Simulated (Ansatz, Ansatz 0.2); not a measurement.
# Debye temperature of the chain cuprate Sr2CuO3 from elastic constants: LDA, PBEsol and r2SCAN without spin polarisation

## Reference data

The reference comes from "Thermal conductivity and specific heat of the linear chain cuprate Sr2CuO3: Evidence for thermal transport via spinons" (2000, arXiv:cond-mat/0007359). The specific heat of floating-zone crystals was measured by relaxation calorimetry and fitted above 4 K with terms in $T$, $T^3$ and $T^5$; the cubic term gives the Debye temperature. An as-grown crystal yields 441 ± 10 K, which we take as the reference, and a crystal annealed in argon yields 424 ± 10 K.

What was observed is a heat capacity, not a sound speed. The phonon part has to be separated from the linear term of the spin chains, and the result depends on the fitted range. We also note that an as-grown crystal may hold excess oxygen, and that the conversion to a Debye temperature requires a count of atoms, which we assume to be all atoms of the formula unit.

| compared with | measured | source's wording or label | method |
| --- | --- | --- | --- |
| Debye T, elastic (K) | 441 ± 10 | from T^3 coefficient of low-temperature specific heat | relaxation calorimetry * |
| Debye T, elastic (K) | 424 ± 10 | from T^3 coefficient of low-temperature specific heat | relaxation calorimetry |

Where a quantity has several values, deviations refer to the one marked *.

Conditions are those given with the value in the passage it was taken from; "not stated" means there, and the paper may say more elsewhere. The values are a selection: others may have been left out beforehand as unlike or outlying.

## Method

We want the cheapest level of theory that gives the low-temperature elastic Debye temperature within 10 % of the reference, that is within about 44 K. This is our choice. It exceeds the difference between the two crystals, and it leaves room for the fact that Debye temperatures from heat capacity can lie 5 to 10 % or more below those from elastic constants. Since the Debye temperature follows the sound speeds, and these the square root of the stiffness, 10 % in the target corresponds to roughly 20 % in the elastic constants.

The model is the perfect crystal in its six-atom primitive cell, strained by small amounts with the atoms relaxed, and the sound speeds are averaged over all directions. The calculations are static; zero-point motion and temperature would expand the lattice slightly and soften it, probably by a few per cent in the Debye temperature at most.

All runs are without spin polarisation. Sr$_2$CuO$_3$ is a charge-transfer insulator with antiferromagnetic spin-half chains, and semilocal functionals without spin make it a metal. We therefore watch the volume and the sampling of the Brillouin zone along with the Debye temperature. We begin with LDA at light settings, then tighten the settings, and change the functional where the results call for it.

System: Sr2CuO3; Immm (No. 71), 6 atoms in the cell, cell vectors 6.880, 6.880, 6.880 Å and 14.54 Å^3 per atom at the start, from a measured structure (Crystallography Open Database).

On the selection of runs and values: The measured rows are a selection: values that the sources give but that could not be checked or linked are left out, so a count of matches says nothing of those. Some runs of other programs are left out: those with known faults of files, cutoffs or set-up, Quantum ESPRESSO responses under gradient functionals that neither frozen phonons nor a second program bore out, and runs near the switch of a dispersion correction.

## 1. LDA at light settings

LDA with a low cutoff and a coarse mesh is the least expensive start. We expect a cell that is too small and, with it, a lattice that is too stiff, so the Debye temperature should come out above the reference.

**Run 1.** Ansatz 0.2: LDA, PAW set soft_1 (files made for PBE); cell and atoms relaxed at this level to looser thresholds; cutoff 260 eV; k 8×8×8; gaussian occupations 0.1 eV; elastic constants from strained cells, atoms relaxed, strain 0.01.

Key lines of the input:
```
crystal:
  lattice:
    - [-1.7188621252, 1.919505931, 6.1870789322]
    - [1.7188621252, -1.919505931, 6.1870789322]
    - [1.7188621252, 1.919505931, -6.1870789322]
kpoints:
  mp_grid: { grid: [8, 8, 8] }
hamiltonian:
  xc: lda
  pseudopotentials: { kind: paw, azcp: { folder: soft_1 }, xc_functional: pbe }
scf:
  occupations: { method: gaussian, width: 0.1 }
basis:
  ecutwfc: 260.0
elastic:
  mode: relaxed_ion
  amplitude: 0.01
  stencil: two_point
```

Command:
```
ansatz run input.yaml --threads 4 --pin off --max-ram 8192MiB --backend cpu --events-out ev --progress --plain --runs-dir out
```

Selected lines of the output:
```
Warning: basis.ecutwfc = 260 eV is below the records' recommended 420 eV, and the density's cutoff is lower with it unless basis.ecutrho_ratio is high enough to keep the records' density cutoff: compare with a run at a higher …
Basis set: ecut = 260 eV, 761 PW (Γ)
SCF converged after 10 iterations
--- Elastic constants: 6 strain directions × 2 members + reference (group order 8) ---
  C = ∂σ_k/∂η_j (tension-positive GPa; Voigt order 11 22 33 23 13 12):
       188.951     72.730     68.498     -0.000     -0.000     -0.000
        74.301    267.837     93.613     -0.000      0.000     -0.000
        69.479     95.514    278.986     -0.000     -0.000     -0.000
         0.000      0.000      0.000     79.292     -0.000      0.000
         0.000      0.000     -0.000     -0.000     48.291      0.000
        -0.000     -0.000     -0.000      0.000     -0.000     70.344
  moduli (Voigt/Reuss/Hill, GPa): K = 134.43/128.83/131.63   G = 72.83/69.13/70.98   E = 180.49   ν = 0.271
  strain η (Voigt 11):  stress-route row diagonal C_11 = 188.95 GPa, energy-path curvature d²(F+E_count+ΔE)/dδ²/Ω₀ = 138.02 GPa
  strain η (Voigt 22):  stress-route row diagonal C_22 = 267.84 GPa, energy-path curvature d²(F+E_count+ΔE)/dδ²/Ω₀ = 291.62 GPa
  strain η (Voigt 33):  stress-route row diagonal C_33 = 278.99 GPa, energy-path curvature d²(F+E_count+ΔE)/dδ²/Ω₀ = 270.95 GPa
  strain η (Voigt 23):  stress-route row diagonal C_44 = 79.29 GPa, energy-path curvature d²(F+E_count+ΔE)/dδ²/Ω₀ = 74.64 GPa
```

Converged; 29 min on 4 cores of Intel Xeon at 2.50GHz (Skylake/Cascade Lake), shared host. Warnings: cutoff_below_recommended (in short: A typed cutoff is below a recommended value, from the records, the datasets' recipe or DFPT's needs, possibly lowering the density cutoff; compare with a higher-cutoff run).

| quantity | run 1 | measured | deviation |
| --- | --- | --- | --- |
| Debye T, elastic (K) | 481.2 | 441 ± 10 | +40.2 (+9.1 %) |
| volume per atom (Å³) | 13.61 |  |  |

The Debye temperature of 481.2 K lies 9.1 % above the reference, a narrow pass that we do not rely on. The cell has shrunk to 13.61 Å$^3$ per atom, about 6 % below the measured structure we started from, which is a large contraction even for LDA.

The elastic constants also disagree with themselves. For strain along the first axis the stresses give 189 GPa, while the curvature of the energy gives 138 GPa; for the other strains listed the two routes agree to within about 9 %. The cutoff is below the value recommended for these potentials, and a basis that is too small can cause such a discrepancy, though the coarse mesh or incompletely relaxed atoms could contribute.

## 2. LDA with recommended cutoff and denser mesh

Before changing the functional we repeat LDA at the recommended cutoff of 420 eV, with a denser mesh and tighter relaxation. We expect the two routes to the first elastic constant to come closer together. The cell should stay too small, since that is the usual error of LDA, and the Debye temperature should therefore remain on the high side.

**Run 2.** Ansatz 0.2: LDA, PAW set soft_1 (files made for PBE); cell and atoms relaxed at this level; cutoff 420 eV; k 16×16×16; fermi_dirac occupations 0.15 eV; elastic constants from strained cells, atoms relaxed, strain 0.01.

Selected lines of the output:
```
  C = ∂σ_k/∂η_j (tension-positive GPa; Voigt order 11 22 33 23 13 12):
       174.601     60.500     63.572     -0.000      0.000     -0.000
        60.446    234.072     94.750     -0.000      0.000     -0.000
        63.456     94.868    256.451     -0.000      0.000     -0.000
         0.000      0.000      0.000     77.252     -0.000      0.000
         0.000      0.000     -0.000      0.000     48.042      0.000
         0.000      0.000     -0.000      0.000     -0.000     57.526
  strain η (Voigt 11):  stress-route row diagonal C_11 = 174.60 GPa, energy-path curvature d²(F+E_count+ΔE)/dδ²/Ω₀ = 174.60 GPa
  strain η (Voigt 22):  stress-route row diagonal C_22 = 234.07 GPa, energy-path curvature d²(F+E_count+ΔE)/dδ²/Ω₀ = 233.98 GPa
```

Converged; 1.9 h on 4 cores of AMD EPYC (Zen 3), shared host.

| quantity | run 2 | measured | deviation |
| --- | --- | --- | --- |
| Debye T, elastic (K) | 460.7 | 441 ± 10 | +19.7 (+4.5 %) |
| volume per atom (Å³) | 13.67 |  |  |

The two routes to the elastic constants now agree to about 0.1 GPa, and the matrix is symmetric to within about 0.1 GPa as well. The Debye temperature falls by 20.5 K to 460.7 K, 4.5 % above the reference. Cutoff, mesh, smearing and relaxation thresholds all changed together, so we cannot say which of them accounts for the drop, but the internal inconsistency of the light settings is gone.

The volume hardly moves. At 13.67 Å$^3$ per atom it is still 6.0 % below the measured cell, more than thermal expansion would explain. LDA thus meets the target with a lattice that is clearly too dense, and compression normally stiffens a crystal. The potentials, made for PBE but used here with LDA, may add to the contraction.

## 3. PBEsol at the same settings

PBEsol usually corrects much of the overbinding of LDA at little extra cost. With cutoff, mesh and smearing unchanged, the comparison isolates the functional. We expect a larger cell and a somewhat lower Debye temperature, which would show whether the agreement survives when the density of the crystal is more nearly right.

**Run 3.** Ansatz 0.2: PBEsol, PAW set soft_1 (files made for PBE); cell and atoms relaxed at this level; cutoff 420 eV; k 16×16×16; fermi_dirac occupations 0.15 eV; elastic constants from strained cells, atoms relaxed, strain 0.01.

Selected lines of the output:
```
  C = ∂σ_k/∂η_j (tension-positive GPa; Voigt order 11 22 33 23 13 12):
       161.280     50.105     56.013      0.000      0.000      0.000
        50.067    210.160     87.204      0.000      0.000      0.000
        55.903     87.302    227.333      0.000      0.000      0.000
         0.000      0.000      0.000     74.121      0.000      0.000
         0.000      0.000      0.000      0.000     45.026      0.000
         0.000      0.000      0.000      0.000      0.000     49.475
  strain η (Voigt 11):  stress-route row diagonal C_11 = 161.28 GPa, energy-path curvature d²(F+E_count+ΔE)/dδ²/Ω₀ = 161.25 GPa
  strain η (Voigt 33):  stress-route row diagonal C_33 = 227.33 GPa, energy-path curvature d²(F+E_count+ΔE)/dδ²/Ω₀ = 227.22 GPa
```

Converged; 29 min on 8 cores of Arm Neoverse V2, shared host.

| quantity | run 3 | measured | deviation |
| --- | --- | --- | --- |
| Debye T, elastic (K) | 443 | 441 ± 10 | +2 (+0.5 %) |
| volume per atom (Å³) | 14.19 |  |  |

PBEsol gives 443 K, within the uncertainty of the reference. The cell grows to 14.19 Å$^3$ per atom, so the shortfall against the measured structure shrinks from 6.0 % to 2.4 %. All diagonal elastic constants soften relative to LDA, as a less compressed lattice would suggest, and the stress and energy routes again agree closely.

The difference of 2 K is smaller than this model can justify. The electronic state is still a metal without spin moments, and the reference is a calorimetric value, which can lie below an elastic one. What the result supports is a pass within 10 % on a more realistic cell than that of LDA.

## 4. Sensitivity to cutoff and mesh

A false metal can be sensitive to the sampling of its Fermi surface, and the light LDA settings had given inconsistent elastic constants. We therefore vary the two settings separately at the PBEsol level, keeping the relaxed cell: once with the cutoff lowered to 320 eV, once with the mesh reduced to 10×10×10. Both are looser than the run they test, so they measure sensitivity and may show where cost can be saved. We expect shifts well below the 44 K of the target.

**Run 4.** Ansatz 0.2: PBEsol, PAW set soft_1 (files made for PBE); the cell of the base run at this functional, not relaxed again; cutoff 320 eV; k 16×16×16; fermi_dirac occupations 0.15 eV; elastic constants from strained cells, atoms relaxed, strain 0.01.

Selected lines of the output:
```
  C = ∂σ_k/∂η_j (tension-positive GPa; Voigt order 11 22 33 23 13 12):
       158.764     47.924     55.640      0.000      0.000      0.000
        47.747    205.606     86.107      0.000      0.000      0.000
        55.433     86.273    227.383      0.000      0.000      0.000
         0.000      0.000      0.000     73.838      0.000      0.000
         0.000      0.000      0.000      0.000     45.504      0.000
         0.000      0.000      0.000      0.000      0.000     47.931
```

Converged; 17 min of wall time. Warnings: cutoff_below_recommended.

**Run 5.** Ansatz 0.2: PBEsol, PAW set soft_1 (files made for PBE); the cell of the base run at this functional, not relaxed again; cutoff 420 eV; k 10×10×10; fermi_dirac occupations 0.15 eV; elastic constants from strained cells, atoms relaxed, strain 0.01.

Selected lines of the output:
```
  C = ∂σ_k/∂η_j (tension-positive GPa; Voigt order 11 22 33 23 13 12):
       161.294     50.084     55.985      0.000      0.000      0.000
        50.057    210.381     87.105      0.000      0.000      0.000
        55.863     87.173    227.127      0.000      0.000      0.000
```

Converged; 6 min of wall time.

| quantity | run 4 | run 5 | measured |
| --- | --- | --- | --- |
| Debye T, elastic (K) | 440.9 | 443 | 441 ± 10 |
| volume per atom (Å³) | 14.19 | 14.19 |  |

Neither setting matters at the scale of the target. Lowering the cutoff to 320 eV reduces the Debye temperature by about 2 K, with the largest change among the diagonal elastic constants, about 5 GPa, in $C_{22}$. The 10×10×10 mesh reproduces 443 K to the printed precision, and its elastic constants differ from those of the denser mesh by only about 0.2 GPa. At this smearing the coarser mesh is therefore sufficient for PBEsol and saves k-points at no loss. Both tests keep the relaxed cell; the effect of these settings on the PBEsol volume is not shown in this report.

## 5. PBEsol at the measured cell

The remaining visible error of PBEsol is its volume, 2.4 % below the measured one. Repeating the calculation at the measured cell, with only the atoms relaxed, shows how much the Debye temperature owes to that contraction. We expect a softer lattice and a value below 443 K; if it stays within the target, the pass does not depend on the error in the volume.

**Run 6.** Ansatz 0.2: PBEsol, PAW set soft_1 (files made for PBE); measured cell, atoms relaxed; cutoff 420 eV; k 16×16×16; fermi_dirac occupations 0.15 eV; elastic constants from strained cells, atoms relaxed, strain 0.01.

Selected lines of the output:
```
  C = ∂σ_k/∂η_j (tension-positive GPa; Voigt order 11 22 33 23 13 12):
       153.751     43.527     46.770      0.000      0.000      0.000
        43.194    196.313     78.909      0.000     -0.000     -0.000
        44.401     77.049    180.705      0.000     -0.000     -0.000
        -0.000     -0.000      0.000     72.827     -0.000      0.000
         0.000      0.000     -0.000      0.000     43.168     -0.000
  strain η (Voigt 33):  stress-route row diagonal C_33 = 180.71 GPa, energy-path curvature d²(F+E_count+ΔE)/dδ²/Ω₀ = 180.64 GPa
```

Converged; 1.9 h on 4 cores of AMD EPYC (Zen 3), shared host.

| quantity | run 6 | measured | deviation |
| --- | --- | --- | --- |
| Debye T, elastic (K) | 428.9 | 441 ± 10 | −12.1 (−2.7 %) |
| volume per atom (Å³) | 14.54 |  |  |

At the measured cell the Debye temperature is 428.9 K, 14.1 K lower than at the relaxed cell and 2.7 % below the reference. The pass therefore does not depend on the contraction of the PBEsol lattice.

The softening is uneven. $C_{33}$ falls from 227 to 181 GPa, far more than any other diagonal constant, and the third axis is also the one that PBEsol shortens most, by 1.8 % against at most 0.5 % for the other two. The small asymmetry of the matrix, 46.8 against 44.4 GPa for the 13 and 31 elements, is no sign of poor convergence in itself: at this cell the crystal is under a stress that differs between the axes, since the third is stretched most, and stress-strain coefficients need not then be symmetric.

## 6. r2SCAN as a check on the functional

PBEsol already meets the target, but its long axis is too short and $C_{33}$ responds strongly to that length. We therefore make one comparison with a meta-GGA, r2SCAN, with the cell relaxed and a higher cutoff of 500 eV. We expect a volume closer to the measured one and a Debye temperature still within 10 %. Spin polarisation remains off, so this tests the functional and not the missing magnetism.

**Run 7.** Ansatz 0.2: r2SCAN, PAW set soft_1 (files made for PBE); cell and atoms relaxed at this level; cutoff 500 eV; k 16×16×16; fermi_dirac occupations 0.15 eV; elastic constants from strained cells, atoms relaxed, strain 0.01.

Selected lines of the output:
```
  C = ∂σ_k/∂η_j (tension-positive GPa; Voigt order 11 22 33 23 13 12):
       164.890     50.729     55.184      0.000      0.000      0.000
        55.093     88.003    223.650      0.000      0.000      0.000
         0.000      0.000      0.000     77.172      0.000      0.000
         0.000      0.000      0.000      0.000      0.000     50.604
  strain η (Voigt 33):  stress-route row diagonal C_33 = 223.65 GPa, energy-path curvature d²(F+E_count+ΔE)/dδ²/Ω₀ = 223.55 GPa
```

Converged; 80 min on 4 cores of Arm Neoverse V2, shared host.

| quantity | run 7 | measured | deviation |
| --- | --- | --- | --- |
| Debye T, elastic (K) | 447.3 | 441 ± 10 | +6.3 (+1.4 %) |
| volume per atom (Å³) | 14.47 |  |  |

r2SCAN gives 447.3 K, 1.4 % above the reference and about 4 K above relaxed PBEsol. The change of functional therefore leaves the pass within 10 % intact.

The volume of 14.47 Å$^3$ per atom is only 0.5 % below the measured one. The separate axis lengths are not shown in this report, and a good volume can hide opposite errors in them. The larger cell does not bring a lower Debye temperature. $C_{33}$ is slightly smaller than in relaxed PBEsol, whereas $C_{11}$, $C_{44}$ and $C_{66}$ are slightly larger, so the changes in stiffness largely offset one another in the average over directions.

Both functionals describe the same kind of state, without spin moments. Their agreement supports the elastic result within that model, but what the missing magnetism of the chains would do to it is not shown in this report.

## Comparison with experiment

| run | settings | Debye T, elastic (K) | deviation | cost |
| --- | --- | --- | --- | --- |
| 1 | LDA, cell and atoms relaxed at this level to looser thresholds, cutoff 260 eV, k 8×8×8, gaussian occupations 0.1 eV | 481.2 | +40.2 (+9.1 %) | 2 core-h |
| 2 | LDA, cell and atoms relaxed at this level, cutoff 420 eV, k 16×16×16, fermi_dirac occupations 0.15 eV | 460.7 | +19.7 (+4.5 %) | 7.7 core-h |
| 3 | PBEsol, cell and atoms relaxed at this level, cutoff 420 eV, k 16×16×16, fermi_dirac occupations 0.15 eV | 443 | +2 (+0.5 %) | 3.8 core-h |
| 4 | PBEsol, the cell of the base run at this functional, not relaxed again, cutoff 320 eV, k 16×16×16, fermi_dirac occupations 0.15 eV | 440.9 | −0.1 (−0.0 %) | 2.2 core-h |
| 5 | PBEsol, the cell of the base run at this functional, not relaxed again, cutoff 420 eV, k 10×10×10, fermi_dirac occupations 0.15 eV | 443 | +2 (+0.5 %) | 48 core-min |
| 6 | PBEsol, measured cell, cutoff 420 eV, k 16×16×16, fermi_dirac occupations 0.15 eV | 428.9 | −12.1 (−2.7 %) | 7.7 core-h |
| 7 | r2SCAN, cell and atoms relaxed at this level, cutoff 500 eV, k 16×16×16, fermi_dirac occupations 0.15 eV | 447.3 | +6.3 (+1.4 %) | 5.3 core-h |
|  | measured | 441 ± 10 |  |  |

The runs in order, against the measurement:

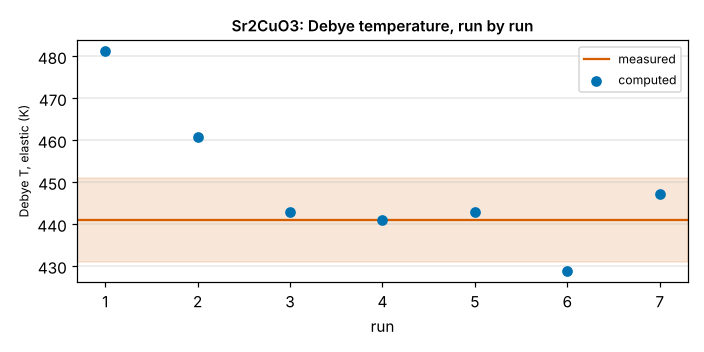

Further runs on the same system, made beside this series (convergence steps with loose settings among them):

| further | settings | Debye T, elastic (K) | deviation | cost |
| --- | --- | --- | --- | --- |
| F1 | PBEsol+D3(BJ), cell and atoms relaxed at this level, cutoff 420 eV, k 16×16×16, fermi_dirac occupations 0.15 eV | 458.1 | +17.1 (+3.9 %) | 7.1 core-h |
|  | measured | 441 ± 10 |  |  |

## Discussion

Relaxed PBEsol meets the 10 % target: it gives 443 K against the calorimetric 441 ± 10 K, for 3.8 core-hours. It also passes against the annealed crystal's 424 K. The costs come from different shared machines and are rough: the same PBEsol settings took 7.7 core-hours at the measured cell, so the table does not rank LDA and PBEsol by cost. LDA at the recommended cutoff meets the target too, but with a cell 6.0 % too small, so we prefer PBEsol. The light LDA run passed only narrowly, with inconsistent elastic constants, and would fail against the annealed crystal.

Tightening the LDA settings and changing to PBEsol lowered the Debye temperature by similar amounts, 20.5 K and about 18 K; the change of functional also brought the volume within 2.4 % of the measured one. On the relaxed cell, the 10×10×10 mesh gave the same Debye temperature in 48 core-minutes, and the lower cutoff shifted it by only about 2 K. r2SCAN confirmed the pass at 447.3 K. Adding D3(BJ) to PBEsol raised the result by about 15 K, still within the target.

The 0.5 % deviation is no measure of accuracy. At the measured cell PBEsol gives 14.1 K less, and part of that volume gap is zero-point and thermal expansion, which the relaxed cell leaves out and the measured cell contains. On the other side, a calorimetric Debye temperature can lie 5 to 10 % or more below one from measured elastic constants, so errors may cancel in the comparison.

The electronic state remains wrong in kind: a metal without spin moments stands in for a charge-transfer insulator with antiferromagnetic chains. The agreement is compatible with an averaged stiffness that depends little on this, but errors may cancel, and the effect of the magnetic state is not shown in this report. The effect of the electronic smearing alone, which at a width of 0.15 eV can itself shift the constants of a metal, is likewise not shown in this report. A spin-polarised calculation with a Hubbard $U$ and antiferromagnetic chains would be the natural next step.

[Logs are printed without paths, hosts, clocks, repeated set-up lines and the standing remarks that a program may print on its own settings, such as how far it seeks lower states.]

[The runs shown are a pick from a larger set of finished runs; failed, doubtful and other runs were left out of it ahead of writing. So were measured values far from every level or from commonly accepted values, and agreement can look better than it is. Lines of input and output are excerpts and may be shortened.]

[Runs of ph.x under gradient-corrected functionals stand here only where frozen phonons or a second program bore them out within 2 % or 4 cm⁻¹; runs with faulty potential files or cells spoilt by a short basis are left out.]

[Known faults of this kind of run, not weighed in the text above: the dispersion correction can have small steps in the geometry for these elements (some of the further or reviewer's runs), which bears on fits and elastic values.]
